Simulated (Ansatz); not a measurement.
Run report: Cu, geometry relaxation (part 1 of 3)

- system: Cu (slab, 26 atoms in the cell)
- method: DFT PBEsol, scalar-relativistic, plane waves, PAW, no spin polarisation (Ansatz 0.2.0)

The structure derives from an entry of the Crystallography Open Database. The input holds or restrains some coordinates. It belongs to a series of runs on one base structure; here: stripe of 2 of 6 rows, two steps.

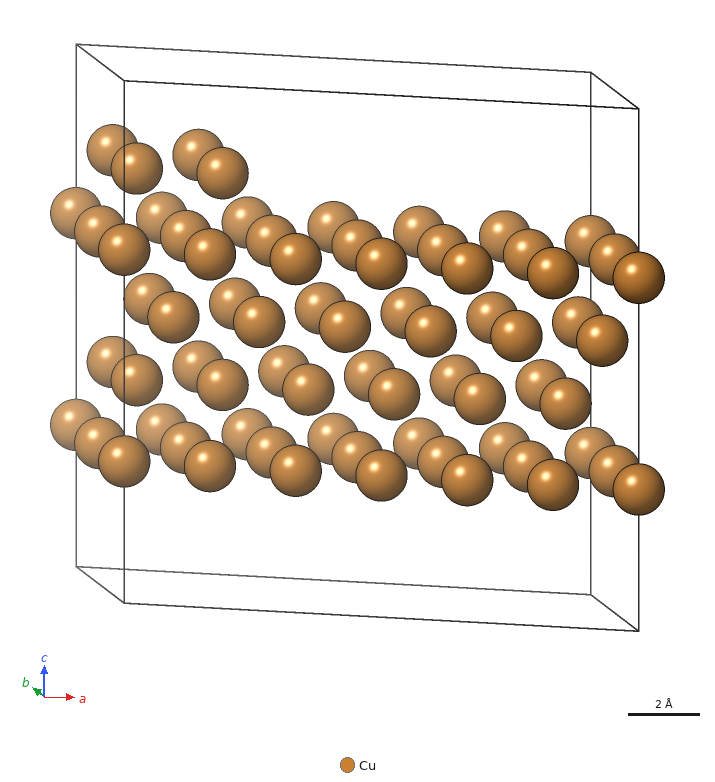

The input geometry (spheres-only view of the 1 × 2 repeat of the cell, with the vacuum cut short, seen slightly off an axis).

## Results in brief

```tsv
quantity	value
outcome	converged under the restraints of the input
electrons treated	494
free energy	−171300.6682 eV
Fermi energy	5.095 eV
gap on the k-point mesh	none (metallic)
final volume	667.35 Å³
largest force (length of the vector) at the end, held atoms and coordinates included	0.160 eV/Å
hardware	4 threads of Intel Xeon (Sapphire Rapids), 64 GiB of memory available, shared host
wall time	9.2 min (CPU time 37 min)
peak memory	5.7 GiB
```

## Notes

The program warns: the k-point mesh lowers the symmetry that the run can use; the density in the vacuum is higher than it should be, so vacuum levels may be off.

## Input
```yaml
crystal:
  lattice:
    - [15.1181073815, 0.0, 0.0]
    - [-1.2598422818, 2.1821108416, 0.0]
    - [0.0, 0.0, 20.2292553248]
  atoms:
    - { symbol: Cu, position: [0.0, 0.0, 0.0741500355] }
    - { symbol: Cu, position: [0.0555555556, 0.6666666667, 0.1758499645] }
    - { symbol: Cu, position: [0.1111111111, 0.3333333333, 0.2775498936] }
    - { symbol: Cu, position: [0.1666666667, 0.0, 0.0741500355] }
    - { symbol: Cu, position: [0.2222222222, 0.6666666667, 0.1758499645] }
    - { symbol: Cu, position: [0.2777777778, 0.3333333333, 0.2775498936] }
    - { symbol: Cu, position: [0.3333333333, 0.0, 0.0741500355] }
    - { symbol: Cu, position: [0.3888888889, 0.6666666667, 0.1758499645] }
    - { symbol: Cu, position: [0.4444444444, 0.3333333333, 0.2775498936] }
    - { symbol: Cu, position: [0.5, 0.0, 0.0741500355] }
    - { symbol: Cu, position: [0.5555555556, 0.6666666667, 0.1758499645] }
    - { symbol: Cu, position: [0.6111111111, 0.3333333333, 0.2775498936] }
    - { symbol: Cu, position: [0.6666666667, 0.0, 0.0741500355] }
    - { symbol: Cu, position: [0.7222222222, 0.6666666667, 0.1758499645] }
    - { symbol: Cu, position: [0.7777777778, 0.3333333333, 0.2775498936] }
    - { symbol: Cu, position: [0.8333333333, 1.0, 0.0741500355] }
    - { symbol: Cu, position: [0.8888888889, 0.6666666667, 0.1758499645] }
    - { symbol: Cu, position: [0.9444444444, 0.3333333333, 0.2775498936] }
    - { symbol: Cu, position: [0.0, 1.0, 0.3792498226] }
    - { symbol: Cu, position: [0.1666666667, 1.0, 0.3792498226] }
    - { symbol: Cu, position: [0.3333333333, 1.0, 0.3792498226] }
    - { symbol: Cu, position: [0.5, 1.0, 0.3792498226] }
    - { symbol: Cu, position: [0.6666666667, 1.0, 0.3792498226] }
    - { symbol: Cu, position: [0.8333333333, 1.0, 0.3792498226] }
    - { symbol: Cu, position: [0.0555555556, 0.6666666667, 0.4809497517] }
    - { symbol: Cu, position: [0.2222222222, 0.6666666667, 0.4809497517] }
basis:
  ecutwfc: 420
kpoints:
  mp_grid: { grid: [3, 15, 1] }
hamiltonian:
  xc: pbesol
scf:
  occupations: { method: gaussian, width: 0.1 }
output:
  forces: true
  eigenvalues: true
  populations: true
relax:
  adjacent_minimum: "off"
  f_tol: 0.02
  max_steps: 45
  constraints: [{ sites: [0, 1, 3, 4, 6, 7, 9, 10, 12, 13, 15, 16] }]
efield:
  axis: 3
  dipole_correction: true
  ramp_width: 0.04
```

Launch command:
```bash
ansatz run input.yaml --threads 4 --pin off --max-ram 12288MiB --backend cpu --events-out ev --progress --plain --runs-dir out
```

## The program's output
```
Warning: crystal.symmetry: narrowed to the stabiliser of the k-point mesh — unitary ops 2 → 1; excluded 1 operation that carries a point of the 3×15×1 mesh (shift [0, 0, 0]) off the mesh (the run samples exactly the mesh kpoints.mp_grid names, as under crystal.symmetry.detect: false, and its converged state has the mesh's symmetry, not the crystal's; ε∞, the Born charges and the force constants of a linear response (`dielectric:` by the response, `phonons.method: dfpt`) are averaged over those of the crystal's operations that the state keeps within a tolerance, where `mesh_tensors`, `unaveraged_element` or `gamma_mean_max_change_ev_ang2` stands beside them; a row that `dielectric.field_direction` solves alone is averaged likewise, with nothing beside; a Γ-centred mesh of equal divisions is mapped onto itself by every operation and keeps the whole group, as does a half-shifted one under kpoints.further_shifts: images)
Engine: ansatz 0.2.0, x86_64-unknown-linux-gnu
Pseudopotentials: kind: paw
Pseudopotential: Cu, paw, valence charge 19, recommended cutoff 420 eV (normal), Cu.paw.azcp
Functional definition: PBEsol
  exchange = pbesol_x
  correlation = pbesol_c
Crystal: 26 atoms, lattice volume = 667.351 Å³
Basis set: ecut = 420 eV, 13061 PW (Γ), exchange–correlation on 216×36×288 points (8 copies of the dense FFT grid, shifted against one another)
Bands: 297, of which v1, the nominal top of the filled ones, is band 247 counted from 1 (246 counted from 0)
Symmetry: 1 space group operations
k-points: 23 of 45 (time reversal used)
Non-local potential: Cu, projectors of the file, l = 0: 3, l = 1: 2, l = 2: 3, l = 3: 1
PAW form: soft (Blöchl's): semilocal exchange-correlation on the pseudo side does not see the compensation charge
PAW frozen core: Cu, regenerated for the run's functional, and the local potential with it (the file was generated under x = pbe(κ = 0.804, μ = 0.2195149727645171), c = pbe(β = 0.06672455060314922))
PAW one-centre angular grid: Cu, 590 points (default); XC on 64 Gauss nodes
Initial density: superposition of atomic densities (neutral atoms: chi_scale 0, normalization atom), corrected by the library's trained network
Initial wavefunctions: pseudopotential atomic-orbital guess
Functional: x = pbesol(κ = 0.804, μ = 0.12345679012345678), c = pbesol(β = 0.046)
SCF iter   1: F=—  HF=-171300.731211 eV  |F-HF|=—  |Δ(HF+E_count)|=         —  Δρ=1.46e-2  dr2=9.34e-1  ethr=1.77e-3  p=0.018 e·Å  D=4.81e-3 V/Å  ΔV_dip=-0.10 eV  dr2_dipole=2.25e-2  V_vac-E_F(+/−)=4.62/4.72 eV  ⟨swp⟩=6.3  Hψ=26614  notcnv=0  defer=571
efield: sawtooth ramp at fractional position 0.7575 (placed from the atoms, in the widest stretch of the axis that holds none; the zero of the levels goes with the place), width 0.0400; the density the first Hamiltonian is built on has a dipole p = 0.018 e·Å; the dipole correction subtracts the counter field D = 4.81e-3 V/Å, which shifts the + side's vacuum level by -0.10 eV against the − side's; the planar-averaged density in the ramp window peaks in size at 9.8e-5 e/Å³
preconditioner: auto → LDOS  [metal: Δε(μ)=0.043 eV  Ē_g=8.551 eV  σ=0.100 eV  W_gap=0.24  n_scr=164 (ndim 8)  ℏωp=24.3 eV  f_vac=0.512  D(μ)=9.57/eV (n_scr^D=56)  β→1.0]
SCF iter   2: F=—  HF=-171302.120170 eV  |F-HF|=—  |Δ(HF+E_count)|=    1.39e0  Δρ=4.04e-2  dr2=5.84e0  ethr=1.89e-4  p=0.061 e·Å  D=1.65e-2 V/Å  ΔV_dip=-0.33 eV  dr2_dipole=8.37e-4  V_vac-E_F(+/−)=4.70/5.03 eV  ⟨swp⟩=3.0  Hψ=15833  notcnv=0  defer=943  recentre
SCF iter   3: F=—  HF=-171300.580870 eV  |F-HF|=—  |Δ(HF+E_count)|=    1.54e0  Δρ=2.29e-3  dr2=2.51e-2  ethr=1.89e-4  p=0.047 e·Å  D=1.29e-2 V/Å  ΔV_dip=-0.26 eV  dr2_dipole=2.22e-3  V_vac-E_F(+/−)=4.61/4.87 eV  ⟨swp⟩=2.5  Hψ=13881  notcnv=0  defer=941
SCF iter   4: F=—  HF=-171300.574829 eV  |F-HF|=—  |Δ(HF+E_count)|=   6.04e-3  Δρ=9.12e-4  dr2=4.08e-3  ethr=5.09e-6  p=0.056 e·Å  D=1.52e-2 V/Å  ΔV_dip=-0.31 eV  dr2_dipole=8.80e-5  V_vac-E_F(+/−)=4.60/4.91 eV  ⟨swp⟩=2.9  Hψ=11351  notcnv=0  defer=940
SCF iter   5: F=—  HF=-171300.574945 eV  |F-HF|=—  |Δ(HF+E_count)|=   1.17e-4  Δρ=3.60e-4  dr2=6.85e-4  ethr=8.25e-7  p=0.059 e·Å  D=1.59e-2 V/Å  ΔV_dip=-0.32 eV  dr2_dipole=5.99e-5  V_vac-E_F(+/−)=4.60/4.92 eV  ⟨swp⟩=2.1  Hψ=9755  notcnv=0  defer=940
SCF iter   6: F=—  HF=-171300.574971 eV  |F-HF|=—  |Δ(HF+E_count)|=   2.53e-5  Δρ=1.10e-4  dr2=9.60e-5  ethr=1.39e-7  p=0.061 e·Å  D=1.65e-2 V/Å  ΔV_dip=-0.33 eV  dr2_dipole=4.42e-6  V_vac-E_F(+/−)=4.60/4.93 eV  ⟨swp⟩=2.6  Hψ=9564  notcnv=0  defer=940
SCF iter   7: F=—  HF=-171300.574994 eV  |F-HF|=—  |Δ(HF+E_count)|=   2.37e-5  Δρ=7.80e-5  dr2=4.09e-5  ethr=1.94e-8  p=0.062 e·Å  D=1.69e-2 V/Å  ΔV_dip=-0.34 eV  dr2_dipole=2.56e-6  V_vac-E_F(+/−)=4.60/4.94 eV  ⟨swp⟩=2.6  Hψ=9991  notcnv=0  defer=940
SCF iter   8: F=-171300.574996 eV  HF=-171300.574995 eV  |F-HF|=1.27e-6  |Δ(HF+E_count)|=   3.46e-7  Δρ=2.77e-5  dr2=4.46e-6  ethr=2.02e-9  p=0.063 e·Å  D=1.71e-2 V/Å  ΔV_dip=-0.35 eV  dr2_dipole=2.77e-7  V_vac-E_F(+/−)=4.60/4.94 eV  ⟨swp⟩=14.6  Hψ=41879  notcnv=0
WARN: efield: at this solve's end the planar-averaged density reaches 2.82e-5 e/Å³ inside the ramp window [0.7081, 0.8470] (bound 1e-5 e/Å³), and -2.68e-5 e/Å³ on another of its planes; by the running means of the window's planes the mean density over a ramp is at most 1.29e-5 e/Å³, which is held to the bound (the quickstart, § The vacuum guard, A window that rings); the window's nearer edge stands 4.60 Å from this solve's nearest atom along the axis. Its work functions, free energy, forces, stress, dipole, levels and responses can be off, and this figure does not tell by how much. A short vacuum, a low `basis.ecutwfc` or `basis.ecutrho_ratio` and negative occupations (`scf.occupations.method`) can put density there. See the manual's quickstart, § The vacuum guard
SCF 1 converged in 8 iterations: F = -171300.574996 eV  dr2 = 4.46e-6
  greatest PAW one-centre occupation: 1.000 electrons in one spin orbital (limit 2), on the Cu atom at site 25 (counted from 0), in its partial waves of l = 0
relax step   1: F+E_penalty+E_count = -171300.57499599 eV  Δ(F+E_penalty+E_count) = +0.000e0 eV  max|allowed force component| = 4.639e-1 eV/Å  Δτ_max = 0.0000 Å  (8 SCF iters, dr2 threshold 1.00e-5 eV, accepted)
Initial density: handed on by an earlier stage of this run
Initial wavefunctions: those handed on with the density
iter 1 solved again at ethr=1.22e-5 eV; its pass at ethr=3.10e-3 eV (dr2=6.04e-2 eV) is discarded
SCF iter   1: F=—  HF=-171300.646637 eV  |F-HF|=—  |Δ(HF+E_count)|=         —  Δρ=3.64e-3  dr2=5.45e-2  ethr=1.22e-5  p=0.063 e·Å  D=1.71e-2 V/Å  ΔV_dip=-0.35 eV  dr2_dipole=2.05e-3  V_vac-E_F(+/−)=4.60/4.94 eV  ⟨swp⟩=2.4  Hψ=21389  notcnv=0  defer=934
efield: sawtooth ramp at fractional position 0.7575 (handed on by an earlier solve), width 0.0400; the density the first Hamiltonian is built on has a dipole p = 0.063 e·Å; the dipole correction subtracts the counter field D = 1.71e-2 V/Å, which shifts the + side's vacuum level by -0.35 eV against the − side's; the planar-averaged density in the ramp window peaks in size at 2.1e-5 e/Å³
preconditioner: auto → LDOS  [metal: Δε(μ)=0.013 eV  Ē_g=8.681 eV  σ=0.100 eV  W_gap=0.07  n_scr=164 (ndim 8)  ℏωp=24.3 eV  f_vac=0.514  D(μ)=8.21/eV (n_scr^D=46)  β→1.0]
SCF iter   2: F=—  HF=-171300.658550 eV  |F-HF|=—  |Δ(HF+E_count)|=   1.19e-2  Δρ=5.95e-3  dr2=1.43e-1  ethr=1.10e-5  p=0.053 e·Å  D=1.44e-2 V/Å  ΔV_dip=-0.29 eV  dr2_dipole=4.63e-5  V_vac-E_F(+/−)=4.65/4.94 eV  ⟨swp⟩=2.6  Hψ=11818  notcnv=0  defer=934  recentre
SCF iter   3: F=—  HF=-171300.635829 eV  |F-HF|=—  |Δ(HF+E_count)|=   2.27e-2  Δρ=2.67e-3  dr2=3.43e-2  ethr=1.10e-5  p=0.063 e·Å  D=1.71e-2 V/Å  ΔV_dip=-0.35 eV  dr2_dipole=2.57e-3  V_vac-E_F(+/−)=4.60/4.94 eV  ⟨swp⟩=2.4  Hψ=11432  notcnv=0  defer=934
SCF iter   4: F=—  HF=-171300.629819 eV  |F-HF|=—  |Δ(HF+E_count)|=   6.01e-3  Δρ=1.98e-4  dr2=5.86e-4  ethr=6.95e-6  p=0.062 e·Å  D=1.68e-2 V/Å  ΔV_dip=-0.34 eV  dr2_dipole=2.52e-4  V_vac-E_F(+/−)=4.60/4.94 eV  ⟨swp⟩=2.0  Hψ=11076  notcnv=0  defer=934
SCF iter   5: F=—  HF=-171300.630410 eV  |F-HF|=—  |Δ(HF+E_count)|=   5.91e-4  Δρ=3.27e-4  dr2=4.46e-4  ethr=1.19e-7  p=0.063 e·Å  D=1.70e-2 V/Å  ΔV_dip=-0.34 eV  dr2_dipole=4.48e-6  V_vac-E_F(+/−)=4.60/4.94 eV  ⟨swp⟩=3.0  Hψ=13977  notcnv=0  defer=934
SCF iter   6: F=-171300.630343 eV  HF=-171300.630336 eV  |F-HF|=7.47e-6  |Δ(HF+E_count)|=   7.43e-5  Δρ=2.77e-5  dr2=4.59e-6  ethr=2.72e-9  p=0.063 e·Å  D=1.70e-2 V/Å  ΔV_dip=-0.34 eV  dr2_dipole=1.83e-8  V_vac-E_F(+/−)=4.60/4.94 eV  ⟨swp⟩=11.2  Hψ=38348  notcnv=0
WARN: efield: at this solve's end the planar-averaged density reaches 2.17e-5 e/Å³ inside the ramp window [0.7081, 0.8470] (bound 1e-5 e/Å³), and -2.06e-5 e/Å³ on another of its planes; by the running means of the window's planes the mean density over a ramp is at most 1.25e-5 e/Å³, which is held to the bound (the quickstart, § The vacuum guard, A window that rings); the window's nearer edge stands 4.60 Å from this solve's nearest atom along the axis. Its work functions, free energy, forces, stress, dipole, levels and responses can be off, and this figure does not tell by how much. A short vacuum, a low `basis.ecutwfc` or `basis.ecutrho_ratio` and negative occupations (`scf.occupations.method`) can put density there. See the manual's quickstart, § The vacuum guard
SCF 2 converged in 6 iterations: F = -171300.630343 eV  dr2 = 4.59e-6
relax step   2: F+E_penalty+E_count = -171300.63034340 eV  Δ(F+E_penalty+E_count) = -5.535e-2 eV  max|allowed force component| = 2.834e-1 eV/Å  Δτ_max = 0.0653 Å  (6 SCF iters, dr2 threshold 1.35e-5 eV, accepted)
SCF iter   1: F=—  HF=-171300.713353 eV  |F-HF|=—  |Δ(HF+E_count)|=         —  Δρ=5.98e-3  dr2=1.48e-1  ethr=2.79e-4  p=0.063 e·Å  D=1.70e-2 V/Å  ΔV_dip=-0.34 eV  dr2_dipole=7.55e-3  V_vac-E_F(+/−)=4.60/4.94 eV  ⟨swp⟩=4.6  Hψ=14989  notcnv=0  defer=927
efield: sawtooth ramp at fractional position 0.7575 (handed on by an earlier solve), width 0.0400; the density the first Hamiltonian is built on has a dipole p = 0.063 e·Å; the dipole correction subtracts the counter field D = 1.70e-2 V/Å, which shifts the + side's vacuum level by -0.34 eV against the − side's; the planar-averaged density in the ramp window peaks in size at 2.4e-5 e/Å³
preconditioner: auto → LDOS  [metal: Δε(μ)=0.007 eV  Ē_g=8.708 eV  σ=0.100 eV  W_gap=0.04  n_scr=164 (ndim 8)  ℏωp=24.3 eV  f_vac=0.516  D(μ)=7.74/eV (n_scr^D=42)  β→1.0]
SCF iter   2: F=—  HF=-171300.736824 eV  |F-HF|=—  |Δ(HF+E_count)|=   2.35e-2  Δρ=9.18e-3  dr2=3.46e-1  ethr=3.00e-5  p=0.047 e·Å  D=1.28e-2 V/Å  ΔV_dip=-0.26 eV  dr2_dipole=1.38e-3  V_vac-E_F(+/−)=4.69/4.95 eV  ⟨swp⟩=2.8  Hψ=14828  notcnv=0  defer=933  recentre
SCF iter   3: F=—  HF=-171300.683625 eV  |F-HF|=—  |Δ(HF+E_count)|=   5.32e-2  Δρ=4.49e-3  dr2=8.77e-2  ethr=3.00e-5  p=0.063 e·Å  D=1.71e-2 V/Å  ΔV_dip=-0.35 eV  dr2_dipole=2.93e-3  V_vac-E_F(+/−)=4.59/4.94 eV  ⟨swp⟩=2.7  Hψ=11945  notcnv=0  defer=933
SCF iter   4: F=—  HF=-171300.666858 eV  |F-HF|=—  |Δ(HF+E_count)|=   1.68e-2  Δρ=3.98e-4  dr2=8.64e-4  ethr=1.78e-5  p=0.060 e·Å  D=1.61e-2 V/Å  ΔV_dip=-0.33 eV  dr2_dipole=7.03e-5  V_vac-E_F(+/−)=4.62/4.94 eV  ⟨swp⟩=2.0  Hψ=11194  notcnv=0  defer=933
SCF iter   5: F=—  HF=-171300.667480 eV  |F-HF|=—  |Δ(HF+E_count)|=   6.22e-4  Δρ=4.59e-4  dr2=8.50e-4  ethr=1.75e-7  p=0.060 e·Å  D=1.63e-2 V/Å  ΔV_dip=-0.33 eV  dr2_dipole=4.77e-6  V_vac-E_F(+/−)=4.61/4.94 eV  ⟨swp⟩=3.0  Hψ=15212  notcnv=0  defer=932
SCF iter   6: F=—  HF=-171300.667354 eV  |F-HF|=—  |Δ(HF+E_count)|=   1.26e-4  Δρ=5.67e-5  dr2=2.53e-5  ethr=1.72e-7  p=0.060 e·Å  D=1.64e-2 V/Å  ΔV_dip=-0.33 eV  dr2_dipole=4.61e-6  V_vac-E_F(+/−)=4.61/4.94 eV  ⟨swp⟩=2.0  Hψ=10628  notcnv=0  defer=932
SCF iter   7: F=—  HF=-171300.667361 eV  |F-HF|=—  |Δ(HF+E_count)|=   7.14e-6  Δρ=4.17e-5  dr2=1.15e-5  ethr=1.02e-9  p=0.060 e·Å  D=1.63e-2 V/Å  ΔV_dip=-0.33 eV  dr2_dipole=2.82e-6  V_vac-E_F(+/−)=4.61/4.94 eV  ⟨swp⟩=13.2  Hψ=35127  notcnv=0
SCF iter   8: F=—  HF=-171300.667364 eV  |F-HF|=—  |Δ(HF+E_count)|=   2.61e-6  Δρ=3.45e-5  dr2=5.92e-6  ethr=2.32e-9  p=0.060 e·Å  D=1.63e-2 V/Å  ΔV_dip=-0.33 eV  dr2_dipole=9.14e-7  V_vac-E_F(+/−)=4.61/4.94 eV  ⟨swp⟩=2.0  Hψ=9698  notcnv=0
SCF iter   9: F=-171300.667364 eV  HF=-171300.667364 eV  |F-HF|=3.56e-7  |Δ(HF+E_count)|=   1.41e-7  Δρ=7.94e-6  dr2=4.55e-7  ethr=1.02e-9  p=0.060 e·Å  D=1.63e-2 V/Å  ΔV_dip=-0.33 eV  dr2_dipole=1.29e-7  V_vac-E_F(+/−)=4.61/4.94 eV  ⟨swp⟩=7.7  Hψ=25538  notcnv=0
WARN: efield: at this solve's end the planar-averaged density reaches 2.37e-5 e/Å³ inside the ramp window [0.7081, 0.8470] (bound 1e-5 e/Å³), and -2.33e-5 e/Å³ on another of its planes; by the running means of the window's planes the mean density over a ramp is at most 1.31e-5 e/Å³, which is held to the bound (the quickstart, § The vacuum guard, A window that rings); the window's nearer edge stands 4.60 Å from this solve's nearest atom along the axis. Its work functions, free energy, forces, stress, dipole, levels and responses can be off, and this figure does not tell by how much. A short vacuum, a low `basis.ecutwfc` or `basis.ecutrho_ratio` and negative occupations (`scf.occupations.method`) can put density there. See the manual's quickstart, § The vacuum guard
SCF 3 converged in 9 iterations: F = -171300.667364 eV  dr2 = 4.55e-7
relax step   3: F+E_penalty+E_count = -171300.66736368 eV  Δ(F+E_penalty+E_count) = -3.702e-2 eV  max|allowed force component| = 4.614e-2 eV/Å  Δτ_max = 0.0932 Å  (9 SCF iters, dr2 threshold 5.02e-6 eV, accepted)
```
